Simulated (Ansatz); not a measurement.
## Run report: Hf, geometry relaxation (part 1 of 2)

The run: geometry relaxation of Hf (slab, 2 atoms in the cell). Method and program: DFT, LDA, PAW with Ansatz's default frozen-core files, scalar-relativistic, no spin polarisation (Ansatz 0.2.0).

It belongs to a series of runs on one base structure; here: atoms relaxed, PAW files. Figures and captions count atoms from 1; the log counts them from 0 in places.

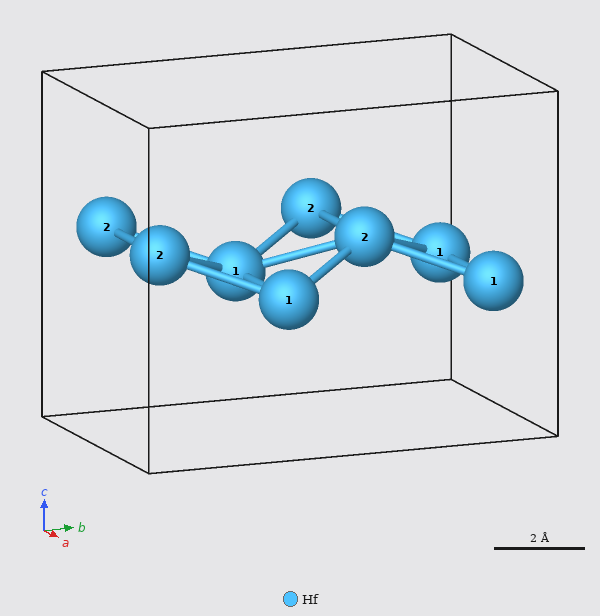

Figure 1. The input geometry (ball-and-stick view of the 2 × 2 repeat of the cell, with the vacuum cut short, seen slightly off an axis; atoms are numbered from 1 in the order of the input). Near neighbours in the crystal (not all of them lie inside the picture): Hf has 6 Hf at 3.06 to 3.12 Å.

### Input file
```yaml
crystal:
  lattice:
    - [3.1190139515, 0.0, 0.0]
    - [0.0, 4.9418267774, 0.0]
    - [0.0, 0.0, 16.9004]
  atoms:
    - { symbol: Hf, position: [0.75, 0.75, 0.4733621166] }
    - { symbol: Hf, position: [0.25, 0.25, 0.5266378834] }
kpoints:
  mp_grid: { grid: [12, 8, 1] }
scf:
  occupations: { method: fermi_dirac, width: 0.05 }
hamiltonian:
  xc: lda
  pseudopotentials: { kind: paw }
output:
  forces: true
  stress: true
  eigenvalues: true
relax:
  f_tol: 0.01
  max_steps: 40
efield:
  axis: 3
  amplitude: 0
  dipole_correction: true
```

Launch command:
```bash
ansatz run input.yaml --threads 1 --pin off --max-ram 3584MiB --backend cpu --events-out ev --progress --plain --runs-dir out
```

### What the program printed
```
Warning: output.stress: scf.convergence.dr2_threshold = 1e-7 eV (the SCF's general default) is looser than the 2e-10 eV advised for a printed stress (1e-10 eV for each atom of the cell: 2). What an SCF threshold leaves in a stress goes as its square root, and in the free energy as the threshold itself, and one threshold admits the most on a small cell: of the crystals measured, under no hybrid functional and no lock of the moments, on runs that ended without the residual-converged pass, on stresses that held no estimate of that error, the worst erred by over 100 MPa in a component at 1e-7 eV an atom and by under 5 at 1e-10. Every solve of this run answers to scf.convergence.dr2_threshold, and the tensor of one is reported: a single SCF on the reported geometry and on this run's grids (its basis.xc_grid and basis.ecutrho_ratio typed), with scf.convergence.dr2_threshold at 2e-10 eV or tighter, prints it and tightens no other solve. Else set scf.convergence.dr2_threshold to 2e-10 eV or tighter. The threshold is an SCF's pass mark: one that does not reach it within its budget of iterations ends unconverged, or closes short of it on a stop that the run arms, and scf.convergence.dr2_threshold's page says what that costs each kind of run
Engine: ansatz 0.2.0, aarch64-unknown-linux-gnu
Pseudopotentials: kind: paw
Pseudopotential: Hf, paw, valence charge 26, recommended cutoff 420 eV (normal), Hf.paw.azcp
Functional definition: SPW92
  exchange = slater_x
  correlation = pw_c
Crystal: 2 atoms, lattice volume = 260.496 Å³
Basis set: ecut = 420 eV, 5099 PW (Γ)
Bands: 32, of which v1, the nominal top of the filled ones, is band 26 counted from 1 (25 counted from 0)
Symmetry: 4 space group operations
k-points: 35 of 96
Non-local potential: Hf, projectors of the file, l = 0: 3, l = 1: 2, l = 2: 2, l = 3: 3
PAW form: soft (Blöchl's): semilocal exchange-correlation on the pseudo side does not see the compensation charge
PAW frozen core: Hf, regenerated for the run's functional, and the local potential with it (the file was generated under x = pbe(κ = 0.804, μ = 0.2195149727645171), c = pbe(β = 0.06672455060314922))
PAW one-centre angular grid: Hf, 590 points (default); XC on 64 Gauss nodes
Initial density: superposition of atomic densities (neutral atoms: chi_scale 0, normalization atom), corrected by the library's trained network
Initial wavefunctions: pseudopotential atomic-orbital guess
Functional: x = slater, c = lda
SCF iter   1: F=—  HF=-30949.108933 eV  |F-HF|=—  |Δ(HF+E_count)|=         —  Δρ=3.99e-3  dr2=3.94e-2  ethr=1.77e-3  p=0.000 e·Å  D=2.44e-14 V/Å  ΔV_dip=-0.00 eV  dr2_dipole=3.16e-9  V_vac-E_F(+/−)=4.04/4.04 eV  ⟨swp⟩=6.6  Hψ=4257  notcnv=0
efield: sawtooth ramp at fractional position 0.9500 (placed from the atoms, in the widest stretch of the axis that holds none; the zero of the levels goes with the place), width 0.1000; the density the first Hamiltonian is built on has a dipole p = 0.000 e·Å; the dipole correction subtracts the counter field D = 2.44e-14 V/Å, which shifts the + side's vacuum level by -0.00 eV against the − side's; the planar-averaged density in the ramp window peaks in size at 9.2e-5 e/Å³
preconditioner: auto → LDOS  [metal: Δε(μ)=0.010 eV  Ē_g=11.513 eV  σ=0.050 eV  W_gap=0.05  n_scr=34 (ndim 8)  ℏωp=13.8 eV  f_vac=0.703  D(μ)=3.89/eV (n_scr^D=18)  β→1.0]
SCF iter   2: F=—  HF=-30949.109703 eV  |F-HF|=—  |Δ(HF+E_count)|=   7.70e-4  Δρ=1.34e-3  dr2=3.25e-3  ethr=7.59e-5  p=-0.000 e·Å  D=-1.46e-5 V/Å  ΔV_dip=0.00 eV  dr2_dipole=1.06e-8  V_vac-E_F(+/−)=4.26/4.26 eV  ⟨swp⟩=2.8  Hψ=2470  notcnv=0  defer=2
SCF iter   3: F=—  HF=-30949.113515 eV  |F-HF|=—  |Δ(HF+E_count)|=   3.81e-3  Δρ=1.03e-3  dr2=2.60e-3  ethr=6.25e-6  p=-0.000 e·Å  D=-7.63e-7 V/Å  ΔV_dip=0.00 eV  dr2_dipole=5.07e-9  V_vac-E_F(+/−)=4.28/4.28 eV  ⟨swp⟩=2.0  Hψ=2234  notcnv=0  defer=2
SCF iter   4: F=—  HF=-30949.110479 eV  |F-HF|=—  |Δ(HF+E_count)|=   3.04e-3  Δρ=3.08e-4  dr2=2.20e-4  ethr=5.01e-6  p=-0.000 e·Å  D=-1.76e-7 V/Å  ΔV_dip=0.00 eV  dr2_dipole=4.72e-11  V_vac-E_F(+/−)=4.27/4.27 eV  ⟨swp⟩=2.0  Hψ=2033  notcnv=0  defer=2
SCF iter   5: F=—  HF=-30949.110438 eV  |F-HF|=—  |Δ(HF+E_count)|=   4.13e-5  Δρ=8.10e-5  dr2=2.11e-5  ethr=4.23e-7  p=-0.000 e·Å  D=-1.03e-6 V/Å  ΔV_dip=0.00 eV  dr2_dipole=1.08e-10  V_vac-E_F(+/−)=4.28/4.28 eV  ⟨swp⟩=2.0  Hψ=2032  notcnv=0  defer=2
SCF iter   6: F=—  HF=-30949.110450 eV  |F-HF|=—  |Δ(HF+E_count)|=   1.18e-5  Δρ=3.21e-5  dr2=2.89e-6  ethr=4.05e-8  p=0.000 e·Å  D=1.30e-7 V/Å  ΔV_dip=-0.00 eV  dr2_dipole=4.58e-11  V_vac-E_F(+/−)=4.27/4.27 eV  ⟨swp⟩=2.0  Hψ=1965  notcnv=0  defer=2
SCF iter   7: F=-30949.110452 eV  HF=-30949.110451 eV  |F-HF|=6.36e-7  |Δ(HF+E_count)|=   1.60e-6  Δρ=8.65e-6  dr2=1.55e-7  ethr=4.81e-9  p=-0.000 e·Å  D=-7.56e-8 V/Å  ΔV_dip=0.00 eV  dr2_dipole=1.90e-12  V_vac-E_F(+/−)=4.27/4.27 eV  ⟨swp⟩=7.4  Hψ=4900  notcnv=0
SCF 1 converged in 7 iterations: F = -30949.110452 eV  dr2 = 1.55e-7
  greatest PAW one-centre occupation: 0.998 electrons in one spin orbital (limit 2), on the Hf atom at site 0 (counted from 0), in its partial waves of l = 3
relax step   1: F+E_penalty+E_count = -30949.11045198 eV  Δ(F+E_penalty+E_count) = +0.000e0 eV  max|allowed force component| = 1.995e-1 eV/Å  Δτ_max = 0.0000 Å  (7 SCF iters, dr2 threshold 2.50e-6 eV, accepted)
Initial density: handed on by an earlier stage of this run
Initial wavefunctions: those handed on with the density
iter 1 solved again at ethr=5.84e-5 eV; its pass at ethr=3.10e-3 eV (dr2=3.03e-2 eV) is discarded
SCF iter   1: F=—  HF=-30949.125005 eV  |F-HF|=—  |Δ(HF+E_count)|=         —  Δρ=4.69e-3  dr2=3.03e-2  ethr=5.84e-5  p=-0.000 e·Å  D=-7.56e-8 V/Å  ΔV_dip=0.00 eV  dr2_dipole=1.44e-12  V_vac-E_F(+/−)=4.35/4.35 eV  ⟨swp⟩=1.9  Hψ=4029  notcnv=0  defer=2
efield: sawtooth ramp at fractional position 0.9500 (handed on by an earlier solve), width 0.1000; the density the first Hamiltonian is built on has a dipole p = -0.000 e·Å; the dipole correction subtracts the counter field D = -7.56e-8 V/Å, which shifts the + side's vacuum level by +0.00 eV against the − side's; the planar-averaged density in the ramp window peaks in size at 6.9e-7 e/Å³
preconditioner: auto → LDOS  [metal: Δε(μ)=0.025 eV  Ē_g=11.497 eV  σ=0.050 eV  W_gap=0.12  n_scr=34 (ndim 8)  ℏωp=13.8 eV  f_vac=0.721  D(μ)=3.80/eV (n_scr^D=18)  β→1.0]
SCF iter   2: F=—  HF=-30949.123297 eV  |F-HF|=—  |Δ(HF+E_count)|=   1.71e-3  Δρ=1.31e-3  dr2=9.53e-3  ethr=5.83e-5  p=0.000 e·Å  D=2.28e-6 V/Å  ΔV_dip=-0.00 eV  dr2_dipole=4.10e-10  V_vac-E_F(+/−)=4.38/4.38 eV  ⟨swp⟩=2.0  Hψ=2120  notcnv=0  defer=2
SCF iter   3: F=—  HF=-30949.122182 eV  |F-HF|=—  |Δ(HF+E_count)|=   1.12e-3  Δρ=7.17e-4  dr2=1.47e-3  ethr=1.83e-5  p=0.000 e·Å  D=1.70e-7 V/Å  ΔV_dip=-0.00 eV  dr2_dipole=6.92e-11  V_vac-E_F(+/−)=4.44/4.44 eV  ⟨swp⟩=2.0  Hψ=2230  notcnv=0  defer=2
SCF iter   4: F=—  HF=-30949.121622 eV  |F-HF|=—  |Δ(HF+E_count)|=   5.60e-4  Δρ=2.76e-4  dr2=2.24e-4  ethr=2.82e-6  p=0.000 e·Å  D=2.36e-7 V/Å  ΔV_dip=-0.00 eV  dr2_dipole=1.14e-14  V_vac-E_F(+/−)=4.45/4.45 eV  ⟨swp⟩=2.0  Hψ=2027  notcnv=0  defer=2
SCF iter   5: F=—  HF=-30949.121575 eV  |F-HF|=—  |Δ(HF+E_count)|=   4.73e-5  Δρ=1.12e-4  dr2=4.27e-5  ethr=4.32e-7  p=0.000 e·Å  D=2.17e-7 V/Å  ΔV_dip=-0.00 eV  dr2_dipole=1.44e-12  V_vac-E_F(+/−)=4.45/4.45 eV  ⟨swp⟩=2.1  Hψ=1922  notcnv=0  defer=2
SCF iter   6: F=—  HF=-30949.121574 eV  |F-HF|=—  |Δ(HF+E_count)|=   7.98e-7  Δρ=4.35e-5  dr2=5.87e-6  ethr=8.21e-8  p=0.000 e·Å  D=7.57e-8 V/Å  ΔV_dip=-0.00 eV  dr2_dipole=2.47e-13  V_vac-E_F(+/−)=4.46/4.46 eV  ⟨swp⟩=2.4  Hψ=1960  notcnv=0  defer=2
SCF iter   7: F=-30949.121574 eV  HF=-30949.121573 eV  |F-HF|=4.84e-7  |Δ(HF+E_count)|=   3.87e-7  Δρ=1.06e-5  dr2=4.41e-7  ethr=4.78e-9  p=0.000 e·Å  D=4.98e-8 V/Å  ΔV_dip=-0.00 eV  dr2_dipole=9.84e-14  V_vac-E_F(+/−)=4.46/4.46 eV  ⟨swp⟩=7.7  Hψ=5453  notcnv=0
SCF 2 converged in 7 iterations: F = -30949.121574 eV  dr2 = 4.41e-7
  greatest PAW one-centre occupation: 0.998 electrons in one spin orbital (limit 2), on the Hf atom at site 1 (counted from 0), in its partial waves of l = 3
relax step   2: F+E_penalty+E_count = -30949.12157383 eV  Δ(F+E_penalty+E_count) = -1.112e-2 eV  max|allowed force component| = 2.650e-2 eV/Å  Δτ_max = 0.1041 Å  (7 SCF iters, dr2 threshold 2.49e-6 eV, accepted)
SCF iter   1: F=—  HF=-30949.122174 eV  |F-HF|=—  |Δ(HF+E_count)|=         —  Δρ=6.45e-4  dr2=5.86e-4  ethr=9.18e-6  p=0.000 e·Å  D=4.98e-8 V/Å  ΔV_dip=-0.00 eV  dr2_dipole=4.25e-14  V_vac-E_F(+/−)=4.46/4.46 eV  ⟨swp⟩=2.6  Hψ=2092  notcnv=0  defer=5
efield: sawtooth ramp at fractional position 0.9500 (handed on by an earlier solve), width 0.1000; the density the first Hamiltonian is built on has a dipole p = 0.000 e·Å; the dipole correction subtracts the counter field D = 4.98e-8 V/Å, which shifts the + side's vacuum level by -0.00 eV against the − side's; the planar-averaged density in the ramp window peaks in size at 5.5e-7 e/Å³
preconditioner: auto → LDOS  [metal: Δε(μ)=0.003 eV  Ē_g=11.444 eV  σ=0.050 eV  W_gap=0.01  n_scr=34 (ndim 8)  ℏωp=13.8 eV  f_vac=0.715  D(μ)=3.71/eV (n_scr^D=18)  β→1.0]
SCF iter   2: F=—  HF=-30949.122117 eV  |F-HF|=—  |Δ(HF+E_count)|=   5.77e-5  Δρ=1.82e-4  dr2=1.45e-4  ethr=1.13e-6  p=0.000 e·Å  D=8.24e-7 V/Å  ΔV_dip=-0.00 eV  dr2_dipole=4.05e-11  V_vac-E_F(+/−)=4.46/4.46 eV  ⟨swp⟩=2.0  Hψ=2206  notcnv=0  defer=4
SCF iter   3: F=—  HF=-30949.122105 eV  |F-HF|=—  |Δ(HF+E_count)|=   1.18e-5  Δρ=1.04e-4  dr2=3.44e-5  ethr=2.79e-7  p=0.000 e·Å  D=6.59e-8 V/Å  ΔV_dip=-0.00 eV  dr2_dipole=4.07e-12  V_vac-E_F(+/−)=4.46/4.46 eV  ⟨swp⟩=2.0  Hψ=2030  notcnv=0  defer=4
SCF iter   4: F=—  HF=-30949.122133 eV  |F-HF|=—  |Δ(HF+E_count)|=   2.83e-5  Δρ=4.12e-5  dr2=5.39e-6  ethr=6.62e-8  p=0.000 e·Å  D=6.36e-8 V/Å  ΔV_dip=-0.00 eV  dr2_dipole=1.67e-13  V_vac-E_F(+/−)=4.46/4.46 eV  ⟨swp⟩=2.1  Hψ=1936  notcnv=0  defer=4
SCF iter   5: F=—  HF=-30949.122133 eV  |F-HF|=—  |Δ(HF+E_count)|=   6.35e-8  Δρ=1.49e-5  dr2=6.51e-7  ethr=1.04e-8  p=0.000 e·Å  D=6.83e-8 V/Å  ΔV_dip=-0.00 eV  dr2_dipole=2.98e-14  V_vac-E_F(+/−)=4.46/4.46 eV  ⟨swp⟩=2.0  Hψ=1934  notcnv=0  defer=4
SCF iter   6: F=-30949.122133 eV  HF=-30949.122133 eV  |F-HF|=1.84e-8  |Δ(HF+E_count)|=   2.19e-8  Δρ=4.18e-6  dr2=4.87e-8  ethr=1.92e-10  p=0.000 e·Å  D=3.13e-8 V/Å  ΔV_dip=-0.00 eV  dr2_dipole=2.60e-15  V_vac-E_F(+/−)=4.46/4.46 eV  ⟨swp⟩=5.3  Hψ=6112  notcnv=0
SCF 3 converged in 6 iterations: F = -30949.122133 eV  dr2 = 4.87e-8
```
